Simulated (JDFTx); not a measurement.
**GaSb: 7 runs along one coordinate**

System: GaSb (F-43m, 2 atoms in the cell).
Method: Kohn-Sham DFT of a periodic cell, PBE, PseudoDojo-SR-PBE-0.5-standard, no spin polarisation (JDFTx 1.7.0 (patched build)).

The 7 runs differ only in the geometry, by an even scaling of the cell at fixed fractional positions. The structure derives from an entry of the Crystallography Open Database.

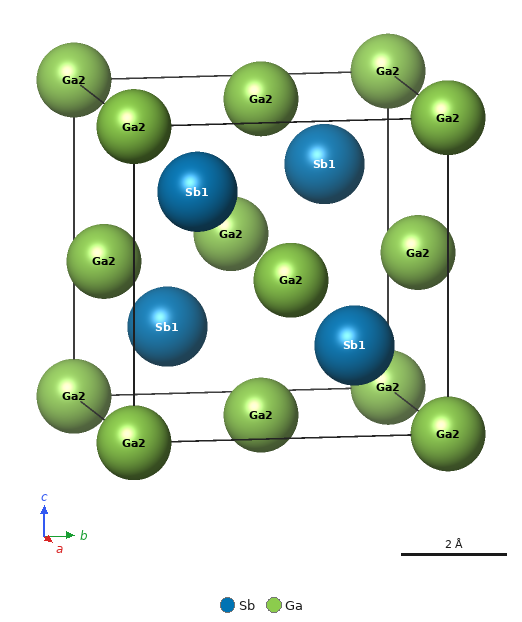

Figure 1. The structure of run 4 (spheres-only view of the cell 4 times as large as that of the calculation, set on its symmetry axes, seen slightly off an axis; atoms are numbered from 1 in the order of the input).

### Input of run 4
```
lattice \
    0.0000000000     5.7806722152     5.7806722152 \
    5.7806722152     0.0000000000     5.7806722152 \
    5.7806722152     5.7806722152     0.0000000000
coords-type Lattice
ion Sb     0.7500000000     0.7500000000     0.7500000000 1
ion Ga     0.0000000000     0.0000000000     0.0000000000 1

ion-species pseudo/Sb.upf
ion-species pseudo/Ga.upf
elec-cutoff 40
elec-ex-corr gga-PBE
kpoint-folding 8 8 8
elec-smearing Fermi 0.0018374661
elec-n-bands 21
electronic-SCF nIterations 100 energyDiffThreshold 1e-08
electronic-minimize nIterations 30 energyDiffThreshold 1e-7
forces-output-coords Cartesian

dump-name run.$VAR
dump End Ecomponents EigStats BandEigs Kpoints Forces Stress ElecDensity Dtot KEdensity
```

Command:
```bash
jdftx -c 1 -i GaSb.in -o GaSb.out
```

Lattice vectors (Å) and fractional positions of run 4:
```
   0.000000    3.059000    3.059000
   3.059000    0.000000    3.059000
   3.059000    3.059000    0.000000
Sb  0.750000  0.750000  0.750000
Ga  0.000000  0.000000  0.000000
```

Run 6 differs from it as follows:
```diff
-    0.0000000000     5.7806722152     5.7806722152 \
-    5.7806722152     0.0000000000     5.7806722152 \
-    5.7806722152     5.7806722152     0.0000000000
+    0.0000000000     5.8567424153     5.8567424153 \
+    5.8567424153     0.0000000000     5.8567424153 \
+    5.8567424153     5.8567424153     0.0000000000
```

### Results, with one run withheld

```csv
run,volume per atom (Å³),"free energy per atom, from the lowest run given (meV)",pressure (GPa),gap on the mesh (eV)
1,26.907,55.36,6.28,0.49
2,27.480,35.33,4.80,0.34
3,28.052,20.30,3.49,0.18
4,28.625,9.69,2.33,0.00
5,29.197,3.01,1.28,0.00
6,29.770,?,?,?
7,30.342,0.00,−0.51,0.00
```

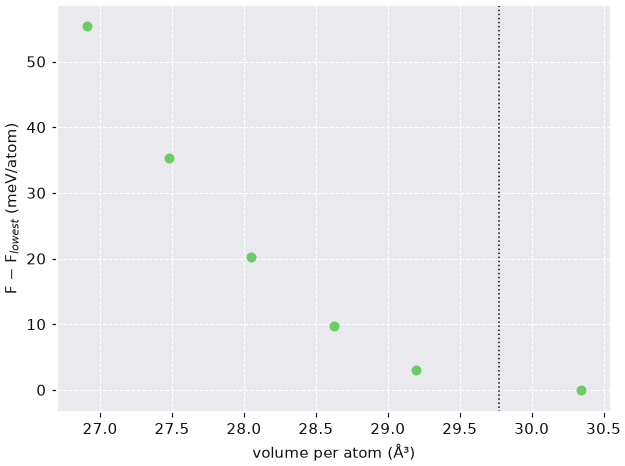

Figure 2. Free energy per atom of the runs given; the dotted line marks run 6.

What should run 6 give?

A cubic polynomial in V^(−2/3) (the Birch–Murnaghan form), fitted to the 6 runs given, misses them by at most 0.02 meV per atom. With x = V^(−2/3) − 0.10744 Å⁻², it reads F = 13.426 + 7053.2 x + 9.1063e+05 x² + 3.1348e+06 x³ (meV per atom). At run 6 it gives −0.08 meV per atom, and the run itself gives −0.10. The slope of the fit gives a pressure −dF/dV of 0.41 GPa there, and the run prints 0.33 GPa. The two needn't agree exactly: the fit is approximate, and the printed stress is taken on a finite basis. The fit has its minimum at 30.038 Å³ per atom, where V d²F/dV² gives 44.3 GPa: the bulk modulus at this level, since symmetry fixes the shape and the positions. The gap on the mesh lies between 0.00 eV (run 4) and 0.49 eV (run 1); run 6 has 0.00 eV. These are gaps of this functional on this mesh, which can miss the band edges; they aren't the measured gap.

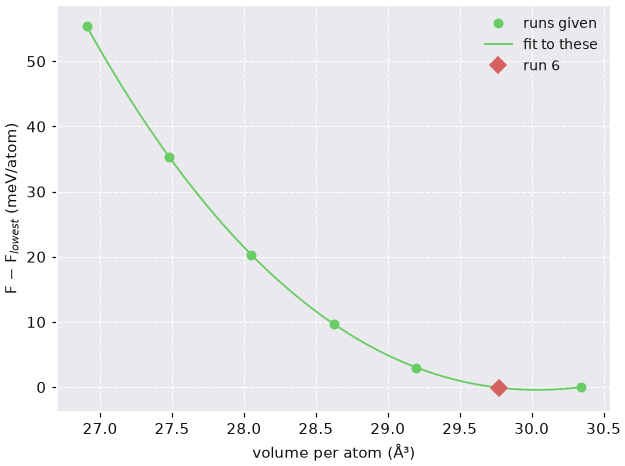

Figure 3. The fit and the withheld run.

### Some lines of the output (run 6)
```
[...]
unit cell volume = 401.789
     Etot =     -147.4812495652294899
        F =     -147.4812678507604176
	HOMO-LUMO gap: +0.012205
	Optical gap  : +0.041655 at state 1 ( [ +0.000000 +0.000000 +0.125000 ] spin 0 )
```
